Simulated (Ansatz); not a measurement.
# Run report: CuO2, single-point calculation

- system: CuO2 (Cmcm, 6 atoms in the cell)
- method: DFT r2SCAN+U, scalar-relativistic, plane waves, PAW, Ueff = 4 eV on Cu d, no spin polarisation (Ansatz 0.2.0)

The structure derives from a Materials Project entry. It belongs to a series of runs on one base structure; here: no spin polarisation. Figures and captions count atoms from 1; the log counts them from 0 in places.

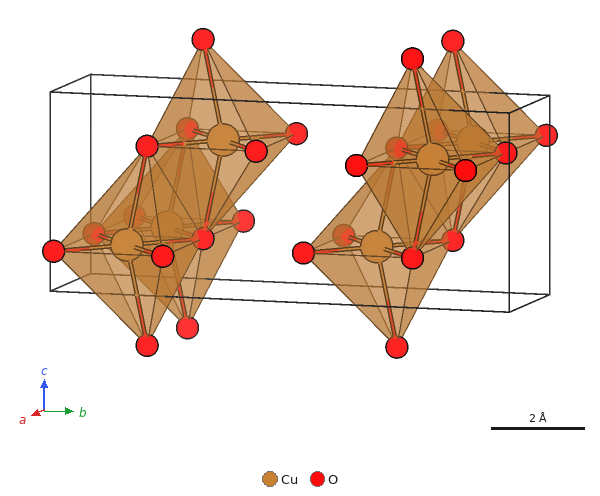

Figure 1. The structure (polyhedral view of the cell 2 times as large as that of the calculation, set on its symmetry axes, seen slightly off an axis; polyhedra are completed across the faces of the cell). An atom can appear more than once, as a periodic image.

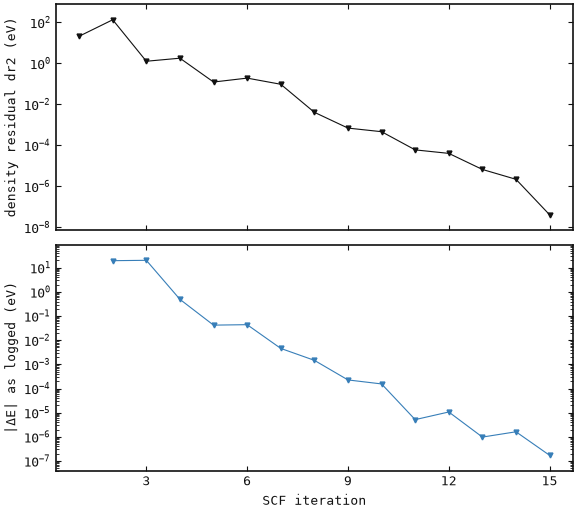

Figure 2. Convergence of the self-consistent field: density residual dr2 and size of the energy change against the SCF iteration. The residual comes down, with one marked jump up, by a factor of about 6, at step 2.

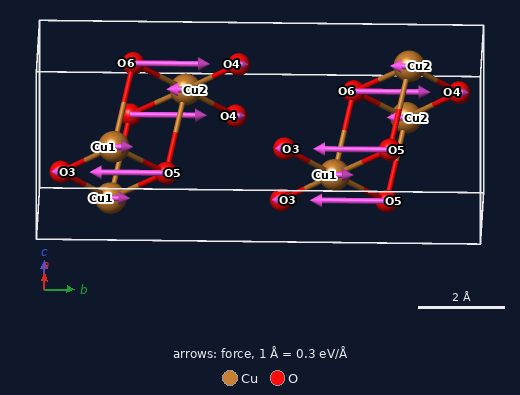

Figure 3. Forces on the atoms as pink arrows (ball-and-stick view of the cell 2 times as large as that of the calculation, set on its symmetry axes, seen at an oblique angle; atoms are numbered from 1 in the order of the input). The largest act on O5, O6 (0.54 eV/Å). The geometry is not a stationary point of this energy.

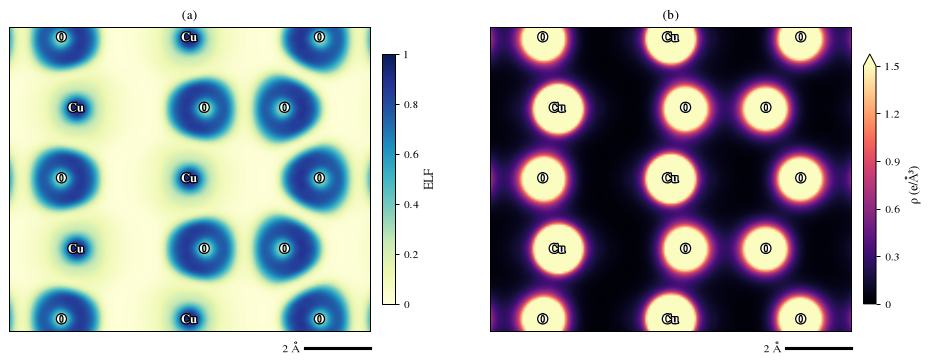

Figure 4. (a) ELF; (b) valence electron density on the (100) plane of the conventional cell. The section cuts through Cu and O sites. Away from the nuclei the density in this plane falls to 0.02 e/Å³ at its lowest. The strong features right at Cu lie inside the PAW spheres (semicore, d or f shells) and say nothing about bonding. The fields are those of the smooth PAW valence density.

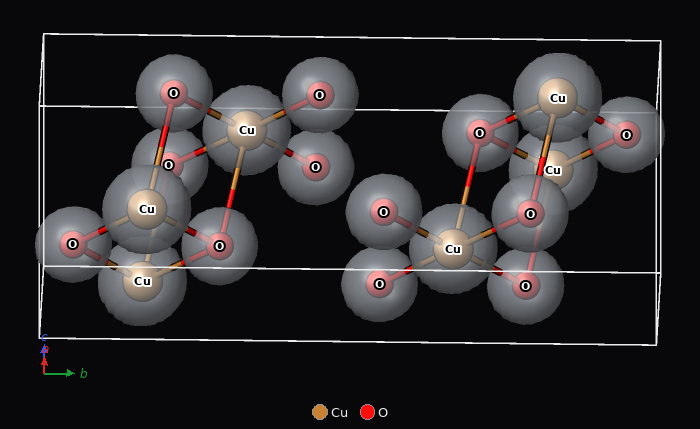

Figure 5. Isosurface of the valence pseudo-density at 1.5 e/Å³ (grey), seen at an oblique angle. Sticks mark near contacts. The outline is the cell set on symmetry axes. At this value the density breaks into separate islands; it holds about 75 % of the electrons treated as valence (semicore included). It is pinched off along the Cu–O (1.86 Å) and Cu–O (1.90 Å) contacts. On the grid the lowest density along these lines, outside the cores, is 0.84 e/Å³ (Cu–O, 1.86 Å) and 0.76 e/Å³ (Cu–O, 1.90 Å).

These pictures come from the run below.

The input:
```yaml
crystal:
  lattice:
    - [1.412615, -5.210747, 0.0]
    - [1.412615, 5.210747, 0.0]
    - [0.0, 0.0, 4.343424]
  atoms:
    - { symbol: Cu, position: [0.832747, 0.167253, 0.25] }
    - { symbol: Cu, position: [0.167253, 0.832747, 0.75] }
    - { symbol: O, position: [0.448514, 0.551486, 0.25] }
    - { symbol: O, position: [0.551486, 0.448514, 0.75] }
    - { symbol: O, position: [0.21103, 0.78897, 0.25] }
    - { symbol: O, position: [0.78897, 0.21103, 0.75] }
basis:
  ecutwfc: 500
kpoints:
  mp_grid: { grid: [14, 14, 8] }
hamiltonian:
  xc: r2scan
  hubbard: { sites: [{ species: Cu, l: d, u_eff: 4.0 }] }
scf:
  occupations: { method: gaussian, width: 0.1 }
output:
  forces: true
  stress: true
  eigenvalues: true
  write_density: true
  write_potential: true
  elf: true
  volumetric_format: npy
```

Launched with:
```bash
ansatz run input.yaml --threads 1 --pin off --max-ram 2560MiB --backend cpu --events-out ev --progress --plain --runs-dir out
```

The program's output:
```
Cu: projections on atomic orbitals take those of the free atom [Ne] 3s2 3p6 3d10 4s1, of charge +0.00 (hamiltonian.pseudopotentials.projection_atoms); the dataset's partial waves leave at most 2.0e-6 of an orbital's norm unspanned inside its sphere
O: projections on atomic orbitals take those of the free atom [He] 2s2 2p4, of charge +0.00 (hamiltonian.pseudopotentials.projection_atoms); the dataset's partial waves leave at most 1.9e-8 of an orbital's norm unspanned inside its sphere
Engine: ansatz 0.2.0, x86_64-unknown-linux-gnu
Pseudopotentials: kind: paw
Pseudopotential: Cu, paw, valence charge 19, recommended cutoff 500 eV (meta_gga), Cu.paw.azcp
Pseudopotential: O, paw, valence charge 6, recommended cutoff 500 eV (meta_gga), O.paw.azcp
Functional definition: r2SCAN
  parameter k0 = 0.174
  parameter k1 = 0.065
  parameter a1 = 4.9479
  exchange = r2scan_x(k0 = k0, k1 = k1, a1 = a1)
  correlation = r2scan_c
Crystal: 6 atoms, lattice volume = 63.942 Å³
Basis set: ecut = 500 eV, 1605 PW (Γ), exchange–correlation on 160×160×128 points (64 copies of the dense FFT grid, shifted against one another)
Bands: 38, of which v1, the nominal top of the filled ones, is band 31 counted from 1 (30 counted from 0)
Symmetry: 8 space group operations
Space group: Cmcm (ITA 63), of the structure as read, at distance tolerance 4.0e-5 Å
k-points: 285 of 1568
Non-local potential: Cu, projectors of the file, l = 0: 3, l = 1: 2, l = 2: 3, l = 3: 1
Non-local potential: O, projectors of the file, l = 0: 2, l = 1: 2, l = 2: 1
PAW form: soft (Blöchl's): semilocal exchange-correlation on the pseudo side does not see the compensation charge
PAW frozen core: Cu, regenerated for the run's functional (the file was generated under x = pbe(κ = 0.804, μ = 0.2195149727645171), c = pbe(β = 0.06672455060314922))
PAW frozen core: O, regenerated for the run's functional (the file was generated under x = pbe(κ = 0.804, μ = 0.2195149727645171), c = pbe(β = 0.06672455060314922))
PAW one-centre angular grid: Cu, 590 points (default); XC on 160 Gauss nodes
PAW one-centre angular grid: O, 302 points (default); XC on 160 Gauss nodes
Initial density: superposition of atomic densities (chi_scale 0.1, normalization cell, long waves of neutral atoms under a Hubbard term (reshape's long-wave potential 0.24 eV rms, cloud 1.98 Å wide))
Initial wavefunctions: pseudopotential atomic-orbital guess
Functional: x = r2scan, c = r2scan; τ floored in thin density (d = 2e-4 eV/Å³)
SCF iter   1: F=—  HF=-15524.238168 eV  |F-HF|=—  |Δ(HF+E_count)|=         —  Δρ=1.61e-1  dr2=2.10e1  dr2_τ=6.00e-1  ethr=3.10e-3  ⟨swp⟩=5.3  Hψ=38603  notcnv=0
preconditioner: auto → LDOS  [metal: Δε(μ)=0.008 eV  Ē_g=13.648 eV  σ=0.100 eV  W_gap=0.05  n_scr=14 (ndim 8)  ℏωp=31.5 eV  f_vac=0.082  D(μ)=2.96/eV (n_scr^D=32)  β→1.0]
SCF iter   2: F=—  HF=-15543.819541 eV  |F-HF|=—  |Δ(HF+E_count)|=    1.96e1  Δρ=5.45e-1  dr2=1.34e2  dr2_τ=3.05e0  ethr=3.10e-3  ⟨swp⟩=4.0  Hψ=27641  notcnv=0  defer=621  recentre
SCF iter   3: F=—  HF=-15523.522812 eV  |F-HF|=—  |Δ(HF+E_count)|=    2.03e1  Δρ=5.51e-2  dr2=1.27e0  dr2_τ=3.02e-1  ethr=3.10e-3  ⟨swp⟩=4.0  Hψ=30928  notcnv=0  defer=528
SCF iter   4: F=—  HF=-15524.015122 eV  |F-HF|=—  |Δ(HF+E_count)|=   4.92e-1  Δρ=6.14e-2  dr2=1.79e0  dr2_τ=4.08e-2  ethr=2.06e-3  ⟨swp⟩=2.8  Hψ=18549  notcnv=0  defer=500
SCF iter   5: F=—  HF=-15524.057256 eV  |F-HF|=—  |Δ(HF+E_count)|=   4.21e-2  Δρ=1.92e-2  dr2=1.23e-1  dr2_τ=2.92e-2  ethr=2.06e-3  ⟨swp⟩=2.0  Hψ=13792  notcnv=0  defer=519
SCF iter   6: F=—  HF=-15524.101275 eV  |F-HF|=—  |Δ(HF+E_count)|=   4.40e-2  Δρ=1.69e-2  dr2=1.91e-1  dr2_τ=7.85e-3  ethr=1.99e-4  ⟨swp⟩=2.2  Hψ=12906  notcnv=0  defer=521
SCF iter   7: F=—  HF=-15524.105850 eV  |F-HF|=—  |Δ(HF+E_count)|=   4.58e-3  Δρ=1.11e-2  dr2=9.57e-2  dr2_τ=2.62e-3  ethr=1.99e-4  ⟨swp⟩=1.0  Hψ=10309  notcnv=0  defer=521
SCF iter   8: F=—  HF=-15524.104380 eV  |F-HF|=—  |Δ(HF+E_count)|=   1.47e-3  Δρ=3.52e-3  dr2=4.11e-3  dr2_τ=5.45e-4  ethr=1.54e-4  ⟨swp⟩=1.0  Hψ=10309  notcnv=0  defer=521
SCF iter   9: F=—  HF=-15524.104607 eV  |F-HF|=—  |Δ(HF+E_count)|=   2.27e-4  Δρ=1.40e-3  dr2=6.97e-4  dr2_τ=1.19e-4  ethr=6.62e-6  ⟨swp⟩=2.0  Hψ=15716  notcnv=0  defer=521
SCF iter  10: F=—  HF=-15524.104761 eV  |F-HF|=—  |Δ(HF+E_count)|=   1.55e-4  Δρ=8.63e-4  dr2=4.65e-4  dr2_τ=2.71e-5  ethr=1.12e-6  ⟨swp⟩=1.0  Hψ=10327  notcnv=0  defer=521
SCF iter  11: F=—  HF=-15524.104767 eV  |F-HF|=—  |Δ(HF+E_count)|=   5.16e-6  Δρ=4.35e-4  dr2=6.03e-5  dr2_τ=5.65e-6  ethr=7.49e-7  ⟨swp⟩=1.0  Hψ=10309  notcnv=0  defer=521
SCF iter  12: F=—  HF=-15524.104777 eV  |F-HF|=—  |Δ(HF+E_count)|=   1.07e-5  Δρ=3.26e-4  dr2=4.07e-5  dr2_τ=2.91e-6  ethr=9.73e-8  ⟨swp⟩=2.0  Hψ=14455  notcnv=0  defer=521
SCF iter  13: F=—  HF=-15524.104778 eV  |F-HF|=—  |Δ(HF+E_count)|=   9.78e-7  Δρ=1.51e-4  dr2=6.69e-6  dr2_τ=8.42e-7  ethr=6.57e-8  ⟨swp⟩=1.0  Hψ=10321  notcnv=0  defer=521
SCF iter  14: F=—  HF=-15524.104780 eV  |F-HF|=—  |Δ(HF+E_count)|=   1.62e-6  Δρ=6.51e-5  dr2=2.21e-6  dr2_τ=1.84e-7  ethr=1.08e-8  ⟨swp⟩=1.0  Hψ=10309  notcnv=0  defer=521
SCF iter  15: F=-15524.104780 eV  HF=-15524.104780 eV  |F-HF|=1.42e-8  |Δ(HF+E_count)|=   1.72e-7  Δρ=1.50e-5  dr2=4.12e-8  dr2_τ=1.57e-8  ethr=1.61e-10  ⟨swp⟩=12.5  Hψ=74410  notcnv=0
SCF 1 converged in 15 iterations: F = -15524.104780 eV  dr2 = 4.12e-8
  greatest PAW one-centre occupation: 1.000 electrons in one spin orbital (limit 2), on the Cu atom at site 1 (counted from 0), in its partial waves of l = 0
SCF converged after 15 iterations
Free energy (F): -15524.104780 eV
Harris-Foulkes:  -15524.104780 eV  (|F-HF|=1.42e-8)
Internal energy: -15524.079879 eV  (E = F + TS)
E sigma→0 (E₀):  -15524.092329 eV
Entropy (-TS):   -0.024901 eV (-4.150 meV/atom)
Fermi energy:    6.734938 eV
--- Per-component energies (eV) ---
  E_band       = -1209.777655
  E_kinetic    = 1278.295523
  E_local      = -12263.155741  (includes V_loc(G=0)·N_el)
  E_nonlocal   = 959.195226
  E_hartree    = 5271.967844
  E_xc         = -454.884522
  E_vxc        = -663.355338  (∫ρ·V_xc dr)
  E_hubbard    = 2.548366  (on-site DFT+U / exact-exchange correction)
  E_vhub       = -31.482789  (the Hubbard potential's part of the band-sum identity)
  E_paw        = -3967.368489  (= ΣΔE_a)
  E_vpaw       = -1078.090378  (= ΣTr[D̂ρ^β])
  E_aug_tail   = 0.004116  (compensation charges beyond the density's cutoff)
  E_vtau       = 44.870257  (kinetic-family band-sum trace: ∫τ·v_τ [+ j·A + Jᵃ·Aᵃ] dr)
  E_ewald      = -6349.952223
  E_core_change = -0.729980  (= ΣΔE_core)
  E_smearing   = -0.024901  (= −TS)
  E_closure    = 0.000000  (closes the sum)
  Σ components = -15524.104780   (vs F -15524.104780, Δ=0.00e0)
--- Forces (eV/Å), atoms counted from 1 ---
  atom   1  Cu     0.00000000     0.13791396     0.00000000
  atom   2  Cu     0.00000000    -0.13791396    -0.00000000
  atom   3  O      0.00000000    -0.06779292    -0.00000000
  atom   4  O      0.00000000     0.06779292     0.00000000
  atom   5  O      0.00000000    -0.54236741    -0.00000000
  atom   6  O      0.00000000     0.54236741     0.00000000
  max |Σ_I F_I| component: 0.00e0 eV/Å
--- Stress (GPa, compression-positive) ---
      -10.555329      -0.000000      -0.000000
       -0.000000      -7.306952      -0.000000
       -0.000000      -0.000000      -3.678570
  P = ⅓ Tr σ = -7.1803 GPa (-71.803 kbar)
--- Band table (eV; the first three rows and the last of 285) ---
  k-point 0: bands = ["-109.9251", "-109.9251", "-66.0025", "-66.0013", "-65.9309", "-65.9285", "-65.1835", "-65.1796", "-13.2728", "-11.9260", "-11.7170", "-11.0564", "-0.1624", "-0.0211", "0.4719", "1.0464", "1.1658", "2.1667", "2.2040", "2.3403", "2.3519", "2.5451", "3.2857", "3.8953", "4.5660", "5.1240", "5.2050", "5.3742", "5.5342", "5.6854", "6.2332", "6.7010", "8.0621", "8.3415", "13.6566", "18.2306", "18.7741", "19.4801"]
  k-point 1: bands = ["-109.9252", "-109.9251", "-66.0025", "-66.0013", "-65.9309", "-65.9286", "-65.1834", "-65.1797", "-13.2244", "-11.9812", "-11.6898", "-11.0782", "-0.1971", "-0.0376", "0.5158", "1.0462", "1.1568", "2.1579", "2.1591", "2.3171", "2.3460", "2.5342", "3.3848", "3.9319", "4.5671", "4.6009", "5.1899", "5.4436", "5.5513", "6.2151", "6.2732", "6.5857", "8.0736", "8.3309", "13.8782", "18.1653", "18.3624", "19.4286"]
  k-point 2: bands = ["-109.9253", "-109.9252", "-66.0024", "-66.0014", "-65.9306", "-65.9289", "-65.1830", "-65.1801", "-13.0853", "-12.1359", "-11.6128", "-11.1423", "-0.2486", "-0.0829", "0.6297", "1.0478", "1.1328", "1.9663", "2.1453", "2.2294", "2.3630", "2.5053", "3.5841", "4.0383", "4.0799", "4.6949", "5.1433", "5.4941", "5.6048", "6.2664", "6.4170", "6.8058", "8.1057", "8.3009", "14.4850", "17.8574", "17.9223", "18.9671"]
  k-point 284: bands = ["-109.9255", "-109.9255", "-66.0019", "-66.0019", "-65.9297", "-65.9297", "-65.1815", "-65.1815", "-12.5028", "-12.5028", "-11.5292", "-11.5292", "0.2334", "0.2334", "1.0396", "1.0396", "1.1058", "1.1058", "2.1996", "2.1996", "2.4044", "2.4044", "3.5516", "3.5516", "4.3749", "4.3749", "4.8751", "4.8751", "6.2380", "6.2380", "6.6929", "6.6929", "8.3019", "8.3019", "17.1733", "17.1733", "17.4151", "17.4151"]
Occupation matrices written to [file]
```

Summary:

| quantity | value |
| --- | --- |
| outcome | converged |
| space group (tolerance 0.01 Å) | Cmcm (63) |
| electrons treated | 62 |
| free energy | −15524.1048 eV |
| Fermi energy | 6.735 eV |
| gap on the k-point mesh | none (metallic) |
| pressure | −7.18 GPa |
| largest force (length of the vector) | 0.542 eV/Å |
| hardware | 1 thread of Oxide Virtual Turin-like (Zen 5), 32 GiB of memory available, shared host |
| wall time | 2.1 min |
| peak memory | 1.6 GiB |

Remarks:

The run has no spin polarisation, so a magnetic state may lie lower.
